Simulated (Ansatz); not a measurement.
Geometry relaxation of Al₈HO (part 3 of 3)

Al₈HO (slab, 10 atoms in the cell); DFT PBEsol, scalar-relativistic, plane waves, PAW, no spin polarisation (Ansatz 0.2.0); cutoff 420 eV, 12×12×1 k-mesh, Gaussian smearing of 0.1 eV. The structure derives from a Materials Project entry. The input holds or restrains some coordinates. Forces given for the steps count only the free coordinates. It belongs to a series of runs on one base structure; here: OH put at a bridge Al-Al site.

Geometry of the input (Å; fractional positions):
```
2.8363  0.0000  0.0000
-1.4181  2.4563  0.0000
0.0000  0.0000  36.1938
Al 0.3333  0.6667  0.2348
Al 0.0000  0.0000  0.2992
Al 0.6667  0.3333  0.3636
Al 0.0000  0.0000  0.4280
Al 0.3333  0.6667  0.4919
Al 0.0000  0.0000  0.5566
Al 0.6667  0.3333  0.6213
Al 0.0000  0.0000  0.6870
O  0.5000  1.0000  0.7207
H  0.5367  1.1557  0.7450
```

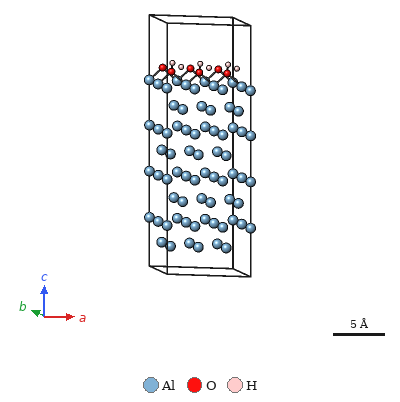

Figure 1. The geometry at step 4 of the log (ball-and-stick view of the 3 × 2 repeat of the cell, with the vacuum cut short, seen slightly off an axis).

### Output, continued
```
SCF iter   1: F=—  HF=-4772.838271 eV  |F-HF|=—  |Δ(HF+E_count)|=         —  Δρ=1.59e-3  dr2=2.23e-3  ethr=2.13e-4  p=0.081 e·Å  D=5.78e-2 V/Å  ΔV_dip=-2.09 eV  dr2_dipole=6.73e-6  V_vac-E_F(+/−)=2.01/4.11 eV  ⟨swp⟩=2.0  Hψ=4735  notcnv=0  defer=292
efield: sawtooth ramp at fractional position 0.9699 (handed on by an earlier solve), width 0.0400; the density the first Hamiltonian is built on has a dipole p = 0.081 e·Å; the dipole correction subtracts the counter field D = 5.78e-2 V/Å, which shifts the + side's vacuum level by -2.09 eV against the − side's; the planar-averaged density in the ramp window peaks in size at 2.1e-7 e/Å³
preconditioner: auto → LDOS  [metal: Δε(μ)=0.028 eV  Ē_g=7.866 eV  σ=0.100 eV  W_gap=0.15  n_scr=22 (ndim 8)  ℏωp=12.6 eV  f_vac=0.402  D(μ)=3.08/eV (n_scr^D=16)  β→1.0]
SCF iter   2: F=—  HF=-4772.837903 eV  |F-HF|=—  |Δ(HF+E_count)|=   3.68e-4  Δρ=4.77e-4  dr2=4.30e-4  ethr=7.19e-6  p=0.081 e·Å  D=5.82e-2 V/Å  ΔV_dip=-2.11 eV  dr2_dipole=7.74e-6  V_vac-E_F(+/−)=2.00/4.11 eV  ⟨swp⟩=2.3  Hψ=3502  notcnv=0  defer=292
SCF iter   3: F=—  HF=-4772.837851 eV  |F-HF|=—  |Δ(HF+E_count)|=   5.22e-5  Δρ=2.44e-4  dr2=1.10e-4  ethr=1.39e-6  p=0.082 e·Å  D=5.90e-2 V/Å  ΔV_dip=-2.13 eV  dr2_dipole=9.22e-6  V_vac-E_F(+/−)=1.97/4.11 eV  ⟨swp⟩=2.2  Hψ=2850  notcnv=0  defer=292
SCF iter   4: F=—  HF=-4772.837821 eV  |F-HF|=—  |Δ(HF+E_count)|=   2.96e-5  Δρ=4.72e-5  dr2=3.63e-6  ethr=3.54e-7  p=0.082 e·Å  D=5.87e-2 V/Å  ΔV_dip=-2.12 eV  dr2_dipole=5.24e-8  V_vac-E_F(+/−)=1.98/4.11 eV  ⟨swp⟩=2.0  Hψ=2277  notcnv=0  defer=292
iter 5 did not close the SCF: its close was put off until two iterations running show no level that it waits for move by more than its bar (scf_convergence_deferred on its scf_iter line)
SCF iter   5: F=-4772.837820 eV  HF=-4772.837820 eV  |F-HF|=1.61e-8  |Δ(HF+E_count)|=   8.33e-7  Δρ=6.45e-6  dr2=7.61e-8  ethr=4.96e-9  p=0.082 e·Å  D=5.87e-2 V/Å  ΔV_dip=-2.12 eV  dr2_dipole=1.26e-8  V_vac-E_F(+/−)=1.98/4.11 eV  ⟨swp⟩=19.6  Hψ=19121  notcnv=0
iter 6 did not close the SCF: its close was put off until two iterations running show no level that it waits for move by more than its bar (scf_convergence_deferred on its scf_iter line)
SCF iter   6: F=-4772.837820 eV  HF=-4772.837820 eV  |F-HF|=8.54e-10  |Δ(HF+E_count)|=   2.93e-8  Δρ=1.21e-6  dr2=4.96e-9  ethr=2.45e-10  p=0.082 e·Å  D=5.87e-2 V/Å  ΔV_dip=-2.12 eV  dr2_dipole=5.23e-10  V_vac-E_F(+/−)=1.98/4.11 eV  ⟨swp⟩=9.7  Hψ=13252  notcnv=0
SCF iter   7: F=-4772.837820 eV  HF=-4772.837820 eV  |F-HF|=2.16e-10  |Δ(HF+E_count)|=   4.26e-9  Δρ=2.31e-7  dr2=8.48e-11  ethr=1.60e-11  p=0.082 e·Å  D=5.87e-2 V/Å  ΔV_dip=-2.12 eV  dr2_dipole=8.19e-13  V_vac-E_F(+/−)=1.98/4.11 eV  ⟨swp⟩=8.4  Hψ=11616  notcnv=0
SCF 8 converged in 7 iterations: F = -4772.837820 eV  dr2 = 8.48e-11
relax step   8: F+E_penalty+E_count = -4772.83782021 eV  Δ(F+E_penalty+E_count) = -9.980e-4 eV  max|allowed force component| = 1.911e-2 eV/Å  Δτ_max = 0.0202 Å  (7 SCF iters, dr2 threshold 1.54e-6 eV, accepted)
iter 1 solved again at ethr=5.22e-11 eV; its pass at ethr=3.10e-3 eV (dr2=1.62e-8 eV) is discarded
SCF iter   1: F=—  HF=-4772.837805 eV  |F-HF|=—  |Δ(HF+E_count)|=         —  Δρ=1.35e-6  dr2=1.68e-8  ethr=5.22e-11  p=0.082 e·Å  D=5.87e-2 V/Å  ΔV_dip=-2.12 eV  dr2_dipole=8.06e-9  V_vac-E_F(+/−)=1.98/4.11 eV  ⟨swp⟩=1.3  Hψ=5948  notcnv=0
efield: sawtooth ramp at fractional position 0.9699 (handed on by an earlier solve), width 0.0400; the density the first Hamiltonian is built on has a dipole p = 0.082 e·Å; the dipole correction subtracts the counter field D = 5.87e-2 V/Å, which shifts the + side's vacuum level by -2.12 eV against the − side's; the planar-averaged density in the ramp window peaks in size at 2.5e-7 e/Å³
SCF iter   2: F=-4772.837820 eV  HF=-4772.837820 eV  |F-HF|=3.64e-8  |Δ(HF+E_count)|=   1.53e-5  Δρ=1.52e-6  dr2=2.89e-8  ethr=5.22e-11  p=0.082 e·Å  D=5.87e-2 V/Å  ΔV_dip=-2.12 eV  dr2_dipole=1.39e-8  V_vac-E_F(+/−)=1.98/4.11 eV  ⟨swp⟩=11.8  Hψ=13841  notcnv=0
SCF 9 converged in 2 iterations: F = -4772.837820 eV  dr2 = 2.89e-8
relax step   9: F+E_penalty+E_count = -4772.83782018 eV  Δ(F+E_penalty+E_count) = +3.697e-8 eV  max|allowed force component| = 1.912e-2 eV/Å  Δτ_max = 0.0000 Å  (2 SCF iters, accepted)
WARN: The output density's exchange-correlation potential varies sharply where the density is thin. Do not read a vacuum level from v_tot or v_xc, or from such a field of the output density. On a cell that repeats whose density bears no net charge and no dipole along the vacuum's axis use v_es (v_loc + v_h of the components); under efield.dipole_correction with no amplitude use v_es + v_field, which holds any external_charges[].barrier, or the levels of the report's work_function block, which leave it out; under a non-zero efield.amplitude the vacuum is tilted and has no level; on a cell that repeats and bears such a dipole with no correction it is tilted too, and efield.dipole_correction with no amplitude gives each side of its ramp a level where efield: is served; in a cell that repeats whose density bears a net charge (total_charge, or a fill off its count) it is curved and has none; of a slab under crystal.periodic whose density bears no net charge use v_es, which has a level on each side, short of where the two are joined; of another it falls or rises all the way out and has none; of a slab beside external_charges read slab_vacuum_level instead, which it has where they leave it neutral. The grid or the basis barely resolves most such structure, and the values can differ between equally converged runs; as a rule a tighter scf.convergence.dr2_threshold does not remove it. Where the density itself ripples (under the LDA too) a higher basis.ecutwfc lessens it. The files hold the spikes' plane waves up to the density's cutoff. Files: v_tot_of_output_density and the like, and their columns of v_z.tsv (output.write_potential); v_xc_of_output_density and the like, and their columns of v_comp_z.tsv (output.write_potential_components). Measured: with its Gaussian average of σ = 0.25 Å subtracted twice, the exchange-correlation potential is over 0.1 eV at 9 of the grid points where the equally averaged density (valence and model cores) is under 1e-3 e/Å³, and 0.172 eV at the most among them, at an averaged density of 5.5e-8 e/Å³. The input density's (outcome.potential() and, of a run that writes arrays, v_tot and v_xc) is over 0.1 eV, so measured, at 12 points of its own thin density, 0.161 eV at the most. See output.write_potential in the manual, Limitations
SCF converged after 2 iterations
Free energy (F): -4772.837820 eV
Harris-Foulkes:  -4772.837820 eV  (|F-HF|=3.64e-8)
Internal energy: -4772.822439 eV  (E = F + TS)
E sigma→0 (E₀):  -4772.830130 eV
Entropy (-TS):   -0.015381 eV (-1.538 meV/atom)
Fermi energy:    3.174573 eV
Dipole field:    D = 0.058552 V/Å  (p = 0.081592 e·Å, saw-weighted, corrected)
Work function:   Φ+ = 1.9857 eV   Φ− = 4.1049 eV
Levels:          The Fermi level and band energies are counted from a zero that moves with the ramp; work functions are not
--- Per-component energies (eV) ---
  E_band       = -90.529671
  E_kinetic    = 374.520984
  E_local      = -13848.479636  (includes V_loc(G=0)·N_el)
  E_nonlocal   = 133.366562
  E_hartree    = 6828.164550
  E_xc         = -397.181131
  E_vxc        = -338.556902  (∫ρ·V_xc dr)
  E_paw        = -3791.035712  (= ΣΔE_a)
  E_vpaw       = -65.824909  (= ΣTr[D̂ρ^β])
  E_aug_tail   = 0.001282  (compensation charges beyond the density's cutoff)
  E_efield     = 0.002389  (sawtooth field / dipole correction)
  E_vefield    = -1.871283  (∫n·V_field dr)
  E_ewald      = 5927.629874
  E_core_change = 0.188400  (= ΣΔE_core)
  E_smearing   = -0.015381  (= −TS)
  E_closure    = -0.000000  (closes the sum)
  Σ components = -4772.837820   (vs F -4772.837820, Δ=0.00e0)
--- Forces (eV/Å), atoms counted from 1 ---
  atom   1  Al     0.00001706     0.00097845     0.00394944
  atom   2  Al     0.00001204    -0.00472391     0.03419071
  atom   3  Al    -0.00011921    -0.00392167    -0.04655890
  atom   4  Al    -0.00079782     0.00277171     0.00871681
  atom   5  Al    -0.00020559    -0.00037182    -0.00078529
  atom   6  Al     0.00040616    -0.00008142     0.00298594
  atom   7  Al     0.00003607     0.00093494    -0.00332885
  atom   8  Al     0.00096582     0.00022803    -0.01911778
  atom   9  O     -0.00047742     0.00906364     0.01341687
  atom  10  H      0.00016341    -0.00487748     0.00652088
  max |Σ_I F_I| component: 1.02e-5 eV/Å
--- Band table (eV; the first three rows and the last of 74) ---
  k-point 0: bands = ["-19.5808", "-8.1818", "-7.8764", "-7.4804", "-6.9159", "-6.1858", "-5.2957", "-4.2159", "-3.0174", "-1.9947", "-1.5555", "-1.2994", "0.1620", "1.7345", "3.2726", "4.3451", "5.1622", "5.7444", "6.4002", "7.1702", "7.3932", "8.5675", "8.7228", "10.0921", "10.4432", "11.9032"]
  k-point 1: bands = ["-19.5199", "-8.0518", "-7.7164", "-7.3238", "-6.7662", "-6.0394", "-5.1541", "-4.0852", "-2.9512", "-2.1337", "-1.6111", "-1.1793", "0.3316", "1.9173", "3.4787", "4.4977", "5.3380", "5.8862", "6.5870", "7.2961", "7.5711", "8.7358", "8.8335", "10.2085", "10.5224", "11.4234"]
  k-point 2: bands = ["-19.3484", "-7.7186", "-7.2334", "-6.8552", "-6.3212", "-5.6074", "-4.7478", "-3.7674", "-2.9632", "-2.0594", "-1.7590", "-0.7467", "0.8015", "2.4062", "4.0219", "4.9289", "5.8088", "6.3028", "7.0923", "7.6092", "7.9897", "8.4482", "8.5360", "8.8570", "9.2560", "9.3369"]
  k-point 73: bands = ["-18.5975", "-6.8823", "-5.0404", "-2.4147", "-2.0316", "-1.9169", "-1.7315", "-1.5960", "-1.3012", "-1.1387", "-0.6361", "-0.2646", "0.3741", "0.5156", "1.2270", "1.8090", "2.6577", "2.8638", "4.1361", "4.2896", "5.3923", "5.6396", "6.8643", "7.1493", "8.1020", "8.6535"]
--- Relaxed structure (9 steps of the walk, 9 accepted, 0 SCFs on fresh bases) ---
  F+E_penalty+E_count = -4772.83782018 eV   max|allowed force component| = 1.912e-2 eV/Å
  atoms:
    - { symbol: Al, position: [0.3333333333, 0.6666666667000001, 0.23484710179999999] }
    - { symbol: Al, position: [0.0, 0.0, 0.29923768359999997] }
    - { symbol: Al, position: [0.6666666667000001, 0.33333333330000003, 0.3636282653] }
    - { symbol: Al, position: [0.0, 0.0, 0.4280188471] }
    - { symbol: Al, position: [0.3349739160771645, 0.6714114699758914, 0.4913650698761506] }
    - { symbol: Al, position: [0.010125530065738624, 0.02386902276407141, 0.5553554520924158] }
    - { symbol: Al, position: [0.6747367832560116, 0.3540636823759868, 0.6195827112679583] }
    - { symbol: Al, position: [-0.018489680328333716, -0.031150241866202237, 0.6814733983614524] }
    - { symbol: O, position: [0.45247511140903696, 0.9106886188422738, 0.7194533895183455] }
    - { symbol: H, position: [0.610521924383267, 1.2268941431784315, 0.7361303015304936] }
```

### Trajectory as extended XYZ (Å, eV, eV/Å), 9 frames, from step=1 to step=9
```
10
Lattice="2.8363 0.0000 0.0000 -1.4181 2.4563 0.0000 0.0000 0.0000 36.1938" Properties=species:S:1:pos:R:3:forces:R:3 step=1 energy=-4772.64666
Al    0.0000    1.6375    8.5000    0.0004  -0.0008  -0.0002
Al    0.0000    0.0000   10.8305    0.0005  -0.0008   0.0228
Al    1.4181    0.8188   13.1611   -0.0002  -0.0042  -0.0288
Al    0.0000    0.0000   15.4916    0.0001   0.0026   0.0221
Al    0.0000    1.6375   17.8037    0.0012  -0.0140   0.0479
Al    0.0000    0.0000   20.1443   -0.0037  -0.0051  -0.0035
Al    1.4181    0.8188   22.4875    0.0024   0.1138   0.2867
Al    0.0000    0.0000   24.8655    0.0362   0.0751  -1.5714
O     0.0000    2.4563   26.0855   -0.1398  -0.5207   0.3812
H    -0.1169    2.8388   26.9655    0.1028   0.3540   0.8424
10
Lattice="2.8363 0.0000 0.0000 -1.4181 2.4563 0.0000 0.0000 0.0000 36.1938" Properties=species:S:1:pos:R:3:forces:R:3 step=2 energy=-4772.73252
Al    0.0000    1.6375    8.5000    0.0002  -0.0007  -0.0104
Al    0.0000    0.0000   10.8305    0.0006  -0.0015   0.0247
Al    1.4181    0.8188   13.1611   -0.0003  -0.0035  -0.0460
Al    0.0000    0.0000   15.4916   -0.0003   0.0034   0.0975
Al   -0.0010    1.6488   17.8166    0.0001   0.0048  -0.0523
Al   -0.0040    0.0465   20.1480   -0.0006   0.0188   0.0220
Al    1.4159    0.9156   22.4839   -0.0019  -0.0337  -0.1694
Al   -0.0048   -0.0284   24.6777    0.0380   0.2144  -0.3381
O    -0.0041    2.3712   25.9348   -0.1711  -0.2985   0.3399
H    -0.1009    2.7397   26.8384    0.1353   0.0965   0.1322
10
Lattice="2.8363 0.0000 0.0000 -1.4181 2.4563 0.0000 0.0000 0.0000 36.1938" Properties=species:S:1:pos:R:3:forces:R:3 step=3 energy=-4772.79557
Al    0.0000    1.6375    8.5000    0.0001   0.0001  -0.0041
Al    0.0000    0.0000   10.8305    0.0002  -0.0019   0.0277
Al    1.4181    0.8188   13.1611   -0.0001  -0.0031  -0.0421
Al    0.0000    0.0000   15.4916   -0.0009   0.0108   0.0173
Al   -0.0029    1.6676   17.7901   -0.0006  -0.0028   0.0041
Al   -0.0093    0.0803   20.1133    0.0010   0.0169  -0.0201
Al    1.4072    0.9424   22.4318   -0.0025  -0.0246   0.0932
Al   -0.0147    0.0190   24.6801    0.0149   0.0376   0.0738
O    -0.0124    2.1835   25.9930   -0.0745  -0.0240   0.0885
H    -0.0550    2.6930   26.8379    0.0626  -0.0090  -0.2381
10
Lattice="2.8363 0.0000 0.0000 -1.4181 2.4563 0.0000 0.0000 0.0000 36.1938" Properties=species:S:1:pos:R:3:forces:R:3 step=4 energy=-4772.80510
Al    0.0000    1.6375    8.5000    0.0001   0.0007  -0.0003
Al    0.0000    0.0000   10.8305    0.0001  -0.0031   0.0306
Al    1.4181    0.8188   13.1611   -0.0001  -0.0031  -0.0444
Al    0.0000    0.0000   15.4916   -0.0014   0.0081   0.0207
Al   -0.0036    1.6643   17.7905    0.0000   0.0037   0.0031
Al   -0.0094    0.0900   20.1144   -0.0002  -0.0080  -0.0084
Al    1.4050    0.9076   22.4382   -0.0004   0.0086   0.0491
Al   -0.0165   -0.0129   24.6811    0.0047  -0.0053   0.0667
O    -0.0160    2.1758   26.0101   -0.0360  -0.0776   0.0271
H    -0.0414    2.7475   26.8100    0.0334   0.0763  -0.1440
10
Lattice="2.8363 0.0000 0.0000 -1.4181 2.4563 0.0000 0.0000 0.0000 36.1938" Properties=species:S:1:pos:R:3:forces:R:3 step=5 energy=-4772.81806
Al    0.0000    1.6375    8.5000    0.0000   0.0010   0.0034
Al    0.0000    0.0000   10.8305    0.0000  -0.0041   0.0343
Al    1.4181    0.8188   13.1611   -0.0002  -0.0031  -0.0469
Al    0.0000    0.0000   15.4916   -0.0016   0.0077   0.0134
Al   -0.0041    1.6607   17.7871   -0.0004  -0.0041   0.0065
Al   -0.0103    0.0743   20.1082    0.0001  -0.0025  -0.0023
Al    1.4036    0.8839   22.4348    0.0009   0.0135   0.0218
Al   -0.0171   -0.0390   24.6724    0.0037  -0.0819  -0.0627
O    -0.0160    2.1511   26.0137   -0.0083   0.4207   0.5295
H    -0.0192    2.8399   26.7357    0.0057  -0.3472  -0.4970
10
Lattice="2.8363 0.0000 0.0000 -1.4181 2.4563 0.0000 0.0000 0.0000 36.1938" Properties=species:S:1:pos:R:3:forces:R:3 step=6 energy=-4772.82702
Al    0.0000    1.6375    8.5000    0.0000   0.0011   0.0048
Al    0.0000    0.0000   10.8305    0.0000  -0.0052   0.0341
Al    1.4181    0.8188   13.1611   -0.0002  -0.0037  -0.0462
Al    0.0000    0.0000   15.4916   -0.0015   0.0035   0.0032
Al   -0.0037    1.6486   17.7831   -0.0002  -0.0068   0.0102
Al   -0.0087    0.0490   20.1010    0.0003  -0.0003  -0.0063
Al    1.4067    0.8478   22.4242    0.0007   0.0198   0.0262
Al   -0.0135   -0.0873   24.6702    0.0031  -0.0380  -0.0849
O    -0.0125    2.1980   26.0365   -0.0027   0.6933   0.5978
H    -0.0127    2.9853   26.6623    0.0003  -0.6640  -0.5389
10
Lattice="2.8363 0.0000 0.0000 -1.4181 2.4563 0.0000 0.0000 0.0000 36.1938" Properties=species:S:1:pos:R:3:forces:R:3 step=7 energy=-4772.83682
Al    0.0000    1.6375    8.5000    0.0000   0.0011   0.0043
Al    0.0000    0.0000   10.8305    0.0000  -0.0051   0.0341
Al    1.4181    0.8188   13.1611   -0.0002  -0.0038  -0.0467
Al    0.0000    0.0000   15.4916   -0.0012   0.0018   0.0115
Al   -0.0029    1.6469   17.7853    0.0001   0.0000   0.0008
Al   -0.0062    0.0553   20.1028   -0.0002  -0.0001  -0.0059
Al    1.4093    0.8627   22.4262    0.0008   0.0007   0.0027
Al   -0.0105   -0.0843   24.6657    0.0011  -0.0240  -0.0449
O    -0.0103    2.2168   26.0408   -0.0001  -0.1059  -0.1112
H    -0.0100    2.9982   26.6315   -0.0006   0.1354   0.1568
10
Lattice="2.8363 0.0000 0.0000 -1.4181 2.4563 0.0000 0.0000 0.0000 36.1938" Properties=species:S:1:pos:R:3:forces:R:3 step=8 energy=-4772.83782
Al    0.0000    1.6375    8.5000    0.0000   0.0010   0.0040
Al    0.0000    0.0000   10.8305    0.0000  -0.0047   0.0341
Al    1.4181    0.8188   13.1611   -0.0001  -0.0039  -0.0465
Al    0.0000    0.0000   15.4916   -0.0008   0.0028   0.0087
Al   -0.0021    1.6492   17.7843   -0.0002  -0.0004  -0.0008
Al   -0.0051    0.0586   20.1004    0.0004  -0.0001   0.0030
Al    1.4116    0.8697   22.4250    0.0000   0.0009  -0.0034
Al   -0.0083   -0.0765   24.6651    0.0010   0.0002  -0.0191
O    -0.0081    2.2369   26.0397   -0.0005   0.0091   0.0135
H    -0.0083    3.0136   26.6433    0.0002  -0.0049   0.0065
10
Lattice="2.8363 0.0000 0.0000 -1.4181 2.4563 0.0000 0.0000 0.0000 36.1938" Properties=species:S:1:pos:R:3:forces:R:3 step=9 energy=-4772.83782
Al    0.0000    1.6375    8.5000    0.0000   0.0010   0.0039
Al    0.0000    0.0000   10.8305    0.0000  -0.0047   0.0342
Al    1.4181    0.8188   13.1611   -0.0001  -0.0039  -0.0466
Al    0.0000    0.0000   15.4916   -0.0008   0.0028   0.0087
Al   -0.0021    1.6492   17.7843   -0.0002  -0.0004  -0.0008
Al   -0.0051    0.0586   20.1004    0.0004  -0.0001   0.0030
Al    1.4116    0.8697   22.4250    0.0000   0.0009  -0.0033
Al   -0.0083   -0.0765   24.6651    0.0010   0.0002  -0.0191
O    -0.0081    2.2369   26.0397   -0.0005   0.0091   0.0134
H    -0.0083    3.0136   26.6433    0.0002  -0.0049   0.0065
```

### Results in brief

```csv
quantity,value
outcome,converged under the restraints of the input
electrons treated,31
free energy,−4772.8378 eV
"work function, top face",1.99 eV
"work function, bottom face",4.10 eV
Fermi energy,3.175 eV
gap on the k-point mesh,none (metallic)
final volume,252.15 Å³
work function (upper face),1.99 eV
"largest force (length of the vector) at the end, held atoms and coordinates included",0.047 eV/Å
hardware,"2 threads of Intel Xeon @ 2.70GHz, 189 GiB of memory available, shared host"
wall time,4.4 min (CPU time 8.7 min)
peak memory,0.77 GiB
```

The program warns: the exchange-correlation potential is rough where the density is thin. The cell holds an odd number of electrons but the run has no spin polarisation, so a band is left half filled.
